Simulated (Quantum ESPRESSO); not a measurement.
**Mo: band-structure run (part 2 of 2)**

Mo (1 atom in the cell); Kohn-Sham DFT of a periodic cell, revPBE, DFT+U, SPMS 1.0 PBE, spin-polarised (Quantum ESPRESSO 7.5); cutoff 952.4 eV, 8×8×8 k-mesh, cold smearing of 0.136 eV, collinear spins. The structure derives from a Materials Project entry. The geometry was changed: volume scaled by 1.04.

Geometry of the input (Å; fractional positions):
```
-1.6047  1.6047  1.6047
1.6047  -1.6047  1.6047
1.6047  1.6047  -1.6047
Mo 0.0000  0.0000  0.0000
```

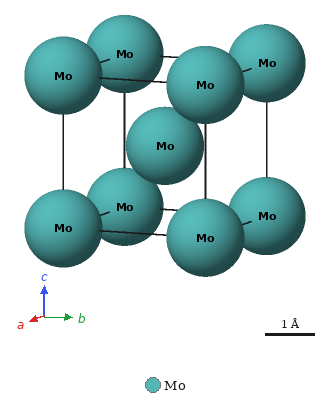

*The input geometry (spheres-only view of the cell 2 times as large as that of the calculation, set on its symmetry axes, seen slightly off an axis). An atom can appear more than once, as a periodic image.*

## Log, continued
```
 ------ SPIN UP ------------

          k = 0.0000 0.0000 0.0000 (  1061 PWs)   bands (ev):

   -41.0365 -14.5763 -14.5763 -14.5763  12.6508  17.1800  17.1800  17.1800
    20.6164  20.6164  34.4392  34.4392  34.4392  45.2460  45.2460  48.3236

          k = 0.1083 0.1083 0.0000 (  1089 PWs)   bands (ev):

   -41.0177 -14.7686 -14.6417 -14.5775  13.2020  16.7884  17.1260  17.8626
    20.1851  20.6414  34.8055  35.4241  35.5011  42.1794  43.6963  47.0689

          k = 0.2165 0.2165 0.0000 (  1101 PWs)   bands (ev):

   -41.0382 -15.2053 -14.7873 -14.5805  13.5908  15.9385  17.6042  19.7219
    20.0197  20.7912  34.2926  35.3189  38.3086  41.4041  42.8003  42.9537

          k = 0.3248 0.3248 0.0000 (  1088 PWs)   bands (ev):

   -41.0735 -15.6243 -14.9171 -14.5835  12.8313  15.1878  19.5185  20.5287
    21.0881  22.1111  32.4006  32.4287  38.3791  41.9672  42.7586  44.6394

          k =-0.4330-0.4330 0.0000 (  1096 PWs)   bands (ev):

   -41.0751 -15.7913 -14.9666 -14.5847  12.4050  14.8988  20.5414  21.1554
    21.2665  23.4272  30.6286  31.5602  36.3489  41.4397  44.2704  45.6954

          k = 0.2165 0.1083 0.1083 (  1090 PWs)   bands (ev):

   -41.0211 -15.0673 -14.7246 -14.6262  13.8811  16.4828  16.4995  19.4501
    19.7391  20.9255  35.3892  35.6265  36.6525  40.9198  42.3983  44.9083

          k = 0.3248 0.2165 0.1083 (  1094 PWs)   bands (ev):

   -41.0339 -15.4641 -14.9118 -14.6503  13.8037  15.6008  17.2902  19.9020
    21.1725  22.1580  33.3775  34.2850  38.2012  39.0761  43.1388  45.6283

          k = 0.4330 0.3248 0.1083 (  1108 PWs)   bands (ev):

   -41.0122 -15.7392 -15.0490 -14.6600  13.1174  15.1166  18.8034  20.3878
    21.6140  24.5863  30.7985  32.4202  35.9108  41.3256  42.8255  45.8702

          k = 0.4330 0.2165 0.2165 (  1095 PWs)   bands (ev):

   -40.9500 -15.6526 -15.1854 -14.7140  14.1895  15.4585  16.9835  20.1585
    21.3728  25.4099  31.2399  32.9863  35.9376  39.4488  42.8260  46.7919

          k = 0.5413 0.3248 0.2165 (  1108 PWs)   bands (ev):

   -40.8902 -15.6852 -15.3631 -14.7309  14.1248  15.5073  17.1082  20.5652
    21.3773  27.7644  29.4644  31.3882  35.9276  40.7935  40.9015  47.6976

          k = 0.2165 0.2165 0.2165 (  1109 PWs)   bands (ev):

   -41.0385 -15.3955 -14.7599 -14.7599  14.7660  15.6233  15.6233  20.6234
    20.6234  22.2641  34.7724  34.7724  36.8733  37.0933  45.8163  46.1105

          k = 0.3248 0.3248 0.2165 (  1108 PWs)   bands (ev):

   -40.9774 -15.6479 -15.0276 -14.7973  14.3349  15.0721  16.9198  20.7754
    21.1509  25.2111  31.7821  33.0653  34.3264  39.7360  43.9833  46.3666

          k = 0.4330 0.4330 0.2165 (  1112 PWs)   bands (ev):

   -40.9256 -15.7255 -15.1698 -14.8135  13.9204  14.8913  18.0957  20.9209
    21.3261  26.8490  29.6011  32.3288  33.6577  42.1541  42.8191  46.1070

          k = 0.0000 0.0000 0.2165 (  1092 PWs)   bands (ev):

   -40.9973 -14.8204 -14.7105 -14.7105  13.7389  17.1650  17.1650  17.8304
    19.0488  21.2432  35.5200  36.4347  36.4347  38.5072  46.0999  46.0999

          k = 0.4330 0.3248 0.3248 (  1113 PWs)   bands (ev):

   -40.8609 -15.6217 -15.2938 -14.9430  14.6223  15.5311  16.5653  21.1071
    21.3192  28.0739  29.6364  31.3220  33.2754  41.5374  43.5013  46.4457

          k = 0.0000-0.1083 0.3248 (  1096 PWs)   bands (ev):

   -40.9903 -15.2118 -14.8632 -14.7436  14.2724  16.6023  17.0924  18.7061
    19.5198  21.7789  34.6873  35.9108  38.4784  39.4055  43.0088  43.7227

          k =-0.0000-0.2165 0.4330 (  1097 PWs)   bands (ev):

   -40.9861 -15.6138 -14.9985 -14.7454  13.5834  15.9358  17.4849  19.6290
    21.9496  22.8567  32.2138  34.1194  37.1470  40.3155  43.3999  45.1982

          k = 0.1083-0.1083 0.4330 (  1099 PWs)   bands (ev):

   -40.9395 -15.4851 -15.0753 -14.8153  14.6634  15.7443  17.2263  18.7901
    21.0242  23.1129  33.1455  35.3870  37.9589  38.3894  43.1919  45.8811

          k =-0.8660-0.3248-0.3248 (  1106 PWs)   bands (ev):

   -40.9729 -15.7729 -15.0499 -14.7454  13.1396  15.6745  18.0179  19.5805
    23.3115  24.3358  30.3766  33.2490  35.3552  40.1598  44.9407  46.2118

          k =-0.7578-0.2165-0.3248 (  1102 PWs)   bands (ev):

   -40.8798 -15.6855 -15.2511 -14.8169  14.2283  15.8363  16.7297  19.5639
    22.0394  25.9928  30.6810  33.1912  36.4067  39.2010  43.0779  47.6280

          k =-0.6495-0.2165-0.2165 (  1114 PWs)   bands (ev):

   -40.8183 -15.5564 -15.5564 -14.8161  15.4441  15.4441  15.4842  21.0335
    21.0335  29.5174  29.7886  29.7886  38.9192  38.9192  40.0479  48.3166

          k = 0.4330 0.4330 0.4330 (  1136 PWs)   bands (ev):

   -40.8002 -15.3378 -15.3378 -15.3378  15.6355  15.6355  15.6355  21.3867
    21.3867  28.7163  30.7640  30.7640  30.7640  44.9263  44.9263  44.9263

          k = 0.0000 0.0000 0.4330 (  1084 PWs)   bands (ev):

   -40.9015 -15.2908 -15.0296 -15.0296  15.1154  16.1312  17.9504  17.9504
    19.5618  22.7133  34.5563  37.3703  37.5171  37.5171  44.5164  44.5164

          k =-0.0000-0.1083 0.5413 (  1114 PWs)   bands (ev):

   -40.8261 -15.5504 -15.1735 -15.0782  14.5690  15.2826  17.9605  18.8950
    21.6043  24.3427  32.8662  34.8043  36.0346  38.3658  45.3555  46.7414

          k =-0.8660-0.2165-0.2165 (  1112 PWs)   bands (ev):

   -40.7934 -15.6703 -15.2268 -15.0697  14.0190  15.2943  17.8078  19.0377
    23.0408  26.8033  29.7901  33.0903  36.3607  38.8383  45.0193  45.0365

          k =-0.7578-0.1083-0.2165 (  1108 PWs)   bands (ev):

   -40.7507 -15.5723 -15.3932 -15.0922  14.2141  14.4838  17.9932  20.5336
    22.0968  27.1869  30.6578  31.4678  37.7857  38.5639  42.7520  45.2994

          k =-0.0000-0.0000 0.6495 (  1116 PWs)   bands (ev):

   -40.7203 -15.4704 -15.3185 -15.3185  13.7771  14.0243  20.3155  20.3155
    21.6437  25.6384  31.9868  31.9868  36.7442  38.9192  42.8495  44.1334

          k =-0.8660-0.1083-0.1083 (  1100 PWs)   bands (ev):

   -40.6882 -15.5030 -15.3700 -15.3272  13.3518  13.4999  20.7256  21.0829
    22.7813  28.0654  28.9761  30.2565  38.6041  39.0285  40.5585  43.3681

          k =-0.8660-0.8660-0.8660 (  1144 PWs)   bands (ev):

   -40.6610 -15.4196 -15.4196 -15.4196  12.8816  12.8816  22.6768  22.6768
    22.6768  28.3525  28.3525  28.3525  38.3216  39.5569  39.5569  42.5435

 ------ SPIN DOWN ----------

          k = 0.0000 0.0000 0.0000 (  1061 PWs)   bands (ev):

   -40.0135 -13.3591 -13.3591 -13.3591  13.6889  19.9510  19.9510  19.9510
    22.6695  22.6695  35.4718  35.4718  35.4718  46.1045  46.1045  49.5303

          k = 0.1083 0.1083 0.0000 (  1089 PWs)   bands (ev):

   -39.9826 -13.5447 -13.4166 -13.3604  14.3153  19.5997  19.8381  20.5499
    22.2650  22.6898  35.8421  36.4720  36.5433  43.1503  44.7327  48.2929

          k = 0.2165 0.2165 0.0000 (  1101 PWs)   bands (ev):

   -39.9071 -13.9776 -13.5530 -13.3637  15.6674  18.8574  19.5361  22.2109
    22.2119  22.8321  35.3105  36.3901  39.3588  42.4084  44.1002  44.1015

          k = 0.3248 0.3248 0.0000 (  1088 PWs)   bands (ev):

   -39.8305 -14.3915 -13.6864 -13.3671  16.0841  18.2227  20.6985  22.6720
    23.1310  24.4084  33.4089  33.5645  39.7313  42.9928  44.0155  45.6694

          k =-0.4330-0.4330 0.0000 (  1096 PWs)   bands (ev):

   -39.7985 -14.5580 -13.7408 -13.3686  15.9364  17.9834  22.1166  22.7361
    23.3165  25.6490  31.8787  32.5195  37.7155  42.6893  45.2396  46.7404

          k = 0.2165 0.1083 0.1083 (  1090 PWs)   bands (ev):

   -39.9294 -13.8409 -13.4853 -13.4040  15.3804  19.2229  19.2645  21.8329
    21.8863  22.9554  36.4318  36.6589  37.6977  41.9749  43.6067  45.9753

          k = 0.3248 0.2165 0.1083 (  1094 PWs)   bands (ev):

   -39.8532 -14.2154 -13.6524 -13.4240  16.4925  18.5181  19.2928  22.1205
    23.2584  24.0710  34.4294  35.3502  39.4143  40.1728  44.2154  46.8950

          k = 0.4330 0.3248 0.1083 (  1108 PWs)   bands (ev):

   -39.7988 -14.4651 -13.7829 -13.4306  16.4174  18.1406  20.5695  22.5846
    23.6237  26.2626  32.0269  33.4180  37.1839  42.4890  43.9090  47.0446

          k = 0.4330 0.2165 0.2165 (  1095 PWs)   bands (ev):

   -39.7991 -14.3401 -13.8642 -13.4856  17.2399  18.2170  19.2877  22.3901
    23.4658  26.8860  32.4373  34.0705  37.0854  40.5307  43.9648  48.0396

          k = 0.5413 0.3248 0.2165 (  1108 PWs)   bands (ev):

   -39.7766 -14.3378 -14.0160 -13.5008  17.2700  18.3073  19.4086  22.7693
    23.5277  29.0386  30.7490  32.5039  37.0409  41.9505  41.9897  48.9905

          k = 0.2165 0.2165 0.2165 (  1109 PWs)   bands (ev):

   -39.8719 -14.1481 -13.5089 -13.5089  16.6875  18.5166  18.5166  22.7242
    22.7242  24.1482  35.7999  35.7999  38.1346  38.1543  47.1360  47.1396

          k = 0.3248 0.3248 0.2165 (  1108 PWs)   bands (ev):

   -39.8145 -14.3365 -13.7310 -13.5326  17.2891  18.0847  19.1770  22.9097
    23.2118  26.7522  32.9976  34.0728  35.4956  40.7847  45.2530  47.6552

          k = 0.4330 0.4330 0.2165 (  1112 PWs)   bands (ev):

   -39.7907 -14.3838 -13.8530 -13.5424  17.0836  17.9503  20.2793  23.0578
    23.3747  28.2144  30.8963  33.3263  34.8390  43.2015  44.0823  47.4110

          k = 0.0000 0.0000 0.2165 (  1092 PWs)   bands (ev):

   -39.9532 -13.5983 -13.4756 -13.4756  14.9032  19.9212  19.9212  20.5166
    21.1688  23.2275  36.5704  37.4832  37.4832  39.5036  47.3275  47.3276

          k = 0.4330 0.3248 0.3248 (  1113 PWs)   bands (ev):

   -39.7875 -14.2450 -13.9343 -13.6476  17.7070  18.3844  19.1315  23.2070
    23.3850  29.3549  30.9115  32.4155  34.3376  42.6160  44.7015  47.6844

          k = 0.0000-0.1083 0.3248 (  1096 PWs)   bands (ev):

   -39.8812 -13.9659 -13.6156 -13.5025  16.1845  19.3490  19.4210  21.0122
    22.0216  23.6246  35.7030  36.9642  39.5475  40.4503  44.2849  44.9456

          k =-0.0000-0.2165 0.4330 (  1097 PWs)   bands (ev):

   -39.8077 -14.3498 -13.7523 -13.4968  16.5863  18.8454  19.3963  21.8540
    24.2527  24.3615  33.3330  35.1589  38.4113  41.4438  44.5262  46.2998

          k = 0.1083-0.1083 0.4330 (  1099 PWs)   bands (ev):

   -39.8116 -14.2059 -13.7933 -13.5727  17.1464  18.3198  19.6845  21.2241
    23.3090  24.6512  34.2176  36.4670  39.1481  39.4801  44.3008  47.0940

          k =-0.8660-0.3248-0.3248 (  1106 PWs)   bands (ev):

   -39.7769 -14.5052 -13.8080 -13.4937  16.3916  18.6237  19.9503  21.8291
    25.5386  25.6222  31.6292  34.2499  36.6605  41.3202  46.0307  47.2592

          k =-0.7578-0.2165-0.3248 (  1102 PWs)   bands (ev):

   -39.7617 -14.3802 -13.9513 -13.5774  17.1333  18.4323  19.2010  21.8979
    24.1952  27.3459  31.9052  34.3242  37.5426  40.3058  44.1934  48.8824

          k =-0.6495-0.2165-0.2165 (  1114 PWs)   bands (ev):

   -39.7425 -14.2247 -14.2247 -13.5886  17.9824  17.9824  18.4183  23.2964
    23.2964  30.7777  30.9883  30.9883  40.0076  40.0076  41.1936  49.7446

          k = 0.4330 0.4330 0.4330 (  1136 PWs)   bands (ev):

   -39.7830 -13.9630 -13.9630 -13.9630  18.5170  18.5170  18.5170  23.4339
    23.4339  30.0459  31.8664  31.8664  31.8664  46.0069  46.0069  46.0069

          k = 0.0000 0.0000 0.4330 (  1084 PWs)   bands (ev):

   -39.8172 -14.0013 -13.7638 -13.7638  17.1212  18.5228  20.5738  20.5738
    22.0577  24.2557  35.5467  38.3967  38.6589  38.6589  45.7155  45.7155

          k =-0.0000-0.1083 0.5413 (  1114 PWs)   bands (ev):

   -39.7516 -14.2493 -13.9084 -13.7995  17.2183  17.7217  20.5745  21.3295
    23.9232  25.6255  34.0170  36.0204  37.0785  39.4107  46.7209  47.8542

          k =-0.8660-0.2165-0.2165 (  1112 PWs)   bands (ev):

   -39.7241 -14.3752 -13.9672 -13.7876  16.8385  17.7813  20.4376  21.4036
    25.2814  27.9718  31.0578  34.3256  37.3713  39.9026  46.1277  46.4272

          k =-0.7578-0.1083-0.2165 (  1108 PWs)   bands (ev):

   -39.7085 -14.2771 -14.1091 -13.8359  16.9300  17.1487  20.5490  22.8537
    24.3126  28.4350  31.8809  32.6749  38.8308  39.5842  43.9422  46.6859

          k =-0.0000-0.0000 0.6495 (  1116 PWs)   bands (ev):

   -39.6944 -14.1774 -14.0604 -14.0604  16.5518  16.7723  22.6536  22.6536
    23.9692  26.8163  33.2070  33.2070  37.7550  39.9025  43.9519  45.7114

          k =-0.8660-0.1083-0.1083 (  1100 PWs)   bands (ev):

   -39.6705 -14.2417 -14.1222 -14.0709  16.2254  16.3506  23.0478  23.3281
    25.0360  29.2165  30.2226  31.4675  39.6065  40.0222  41.6415  44.9567

          k =-0.8660-0.8660-0.8660 (  1144 PWs)   bands (ev):

   -39.6481 -14.1853 -14.1853 -14.1853  15.8508  15.8508  24.9376  24.9376
    24.9376  29.5013  29.5013  29.5013  39.4274  40.5203  40.5203  44.1592

     the spin up/dw Fermi energies are    20.6753   19.1745 ev

!    total energy              =    -139.77091295 Ry
     estimated scf accuracy    <          7.6E-11 Ry
     smearing contrib. (-TS)   =      -0.00041509 Ry
     internal energy E=F+TS    =    -139.77049786 Ry

     The total energy is F=E-TS. E is the sum of the following terms:
     one-electron contribution =     -20.83855663 Ry
     hartree contribution      =      18.86383654 Ry
     xc contribution           =     -20.47330597 Ry
     ewald contribution        =    -117.61332981 Ry
     Hubbard energy            =       0.29085800 Ry

     total magnetization       =     2.00 Bohr mag/cell
     absolute magnetization    =     2.00 Bohr mag/cell

     convergence has been achieved in  11 iterations

     Forces acting on atoms (cartesian axes, Ry/au):

     atom    1 type  1   force =     0.00000000    0.00000000    0.00000000

     Total force =     0.000000     Total SCF correction =     0.000000

     Computing stress (Cartesian axis) and pressure

          total   stress  (Ry/bohr**3)                   (kbar)     P=       86.74
   0.00058964   0.00000000   0.00000000           86.74        0.00        0.00
   0.00000000   0.00058964   0.00000000            0.00       86.74        0.00
   0.00000000   0.00000000   0.00058964            0.00        0.00       86.74

=------------------------------------------------------------------------------=
   JOB DONE.
=------------------------------------------------------------------------------=
```

## File pp_density.out
```
This program is part of the open-source Quantum ESPRESSO suite
     for quantum simulation of materials; please cite
         "P. Giannozzi et al., J. Phys.:Condens. Matter 21 395502 (2009);
         "P. Giannozzi et al., J. Phys.:Condens. Matter 29 465901 (2017);
         "P. Giannozzi et al., J. Chem. Phys. 152 154105 (2020);
          URL
     in publications or presentations arising from this work. More details at

     ./tmp/pwscf.save/

     IMPORTANT: XC functional enforced from input :
     Exchange-correlation= REVPBE
                           (   1   4   4   4   0   0   0)
     Any further DFT definition will be discarded
     Please, verify this is what you really want

     G-vector sticks info
     --------------------
     sticks:   dense  smooth     PW     G-vecs:    dense   smooth      PW
     Sum         571     571    217                 8781     8781    1985

     Using Slab Decomposition

     Calling punch_plot, plot_num =   0
     Writing data to file  density.dat
     Reading data from file  density.dat

     Writing data to be plotted to file density.cube
     Plot Type: 3D                     Output format: Gaussian cube

=------------------------------------------------------------------------------=
   JOB DONE.
=------------------------------------------------------------------------------=
```

## File pp_potential.out
```
This program is part of the open-source Quantum ESPRESSO suite
     for quantum simulation of materials; please cite
         "P. Giannozzi et al., J. Phys.:Condens. Matter 21 395502 (2009);
         "P. Giannozzi et al., J. Phys.:Condens. Matter 29 465901 (2017);
         "P. Giannozzi et al., J. Chem. Phys. 152 154105 (2020);
          URL
     in publications or presentations arising from this work. More details at

     ./tmp/pwscf.save/

     IMPORTANT: XC functional enforced from input :
     Exchange-correlation= REVPBE
                           (   1   4   4   4   0   0   0)
     Any further DFT definition will be discarded
     Please, verify this is what you really want

     G-vector sticks info
     --------------------
     sticks:   dense  smooth     PW     G-vecs:    dense   smooth      PW
     Sum         571     571    217                 8781     8781    1985

     Using Slab Decomposition

     Calling punch_plot, plot_num =  11
     Writing data to file  potential.dat
     Reading data from file  potential.dat

     Writing data to be plotted to file potential.cube
     Plot Type: 3D                     Output format: Gaussian cube

=------------------------------------------------------------------------------=
   JOB DONE.
=------------------------------------------------------------------------------=
```

## File pp_spin.out
```
This program is part of the open-source Quantum ESPRESSO suite
     for quantum simulation of materials; please cite
         "P. Giannozzi et al., J. Phys.:Condens. Matter 21 395502 (2009);
         "P. Giannozzi et al., J. Phys.:Condens. Matter 29 465901 (2017);
         "P. Giannozzi et al., J. Chem. Phys. 152 154105 (2020);
          URL
     in publications or presentations arising from this work. More details at

     ./tmp/pwscf.save/

     IMPORTANT: XC functional enforced from input :
     Exchange-correlation= REVPBE
                           (   1   4   4   4   0   0   0)
     Any further DFT definition will be discarded
     Please, verify this is what you really want

     G-vector sticks info
     --------------------
     sticks:   dense  smooth     PW     G-vecs:    dense   smooth      PW
     Sum         571     571    217                 8781     8781    1985

     Using Slab Decomposition

     Calling punch_plot, plot_num =   6
     Writing data to file  spin.dat
     Reading data from file  spin.dat

     Writing data to be plotted to file spin.cube
     Plot Type: 3D                     Output format: Gaussian cube

=------------------------------------------------------------------------------=
   JOB DONE.
=------------------------------------------------------------------------------=
```

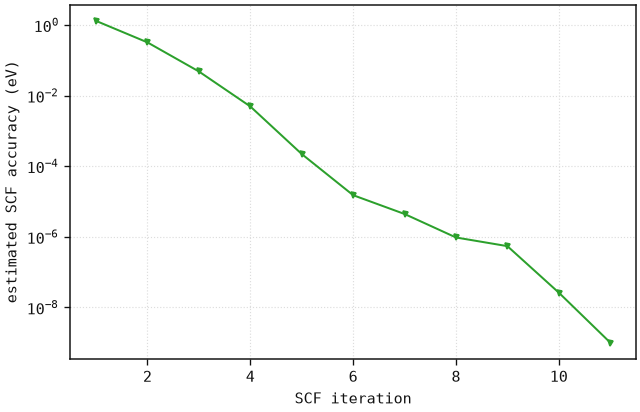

*Convergence of the self-consistent field: estimated SCF accuracy against the iteration.*

The field takes 11 iterations in all.

## Key numbers

| quantity | value |
| --- | --- |
| outcome | converged |
| space group (tolerance 0.01 Å) | Im-3m (229) |
| electrons treated | 14 |
| free energy | −1901.6801 eV |
| net moment of the cell (fixed by the input) | 2.00 μB |
| integrated absolute moment | 2.00 μB |
| pressure | 8.67 GPa |
| largest force (length of the vector) | under 0.001 eV/Å |
| hardware | 1 thread of AMD EPYC (Zen 3), 24 GiB of memory available, shared host |
| wall time | 24 s |
| peak memory | 0.09 GiB |

## Remarks

Further notes kept with the run: potentials made for another functional. Points of doubt noted for this run: coarse mesh; potentials made for another functional. The cell is under a pressure of 8.7 GPa at this level, so it is not at its equilibrium volume.
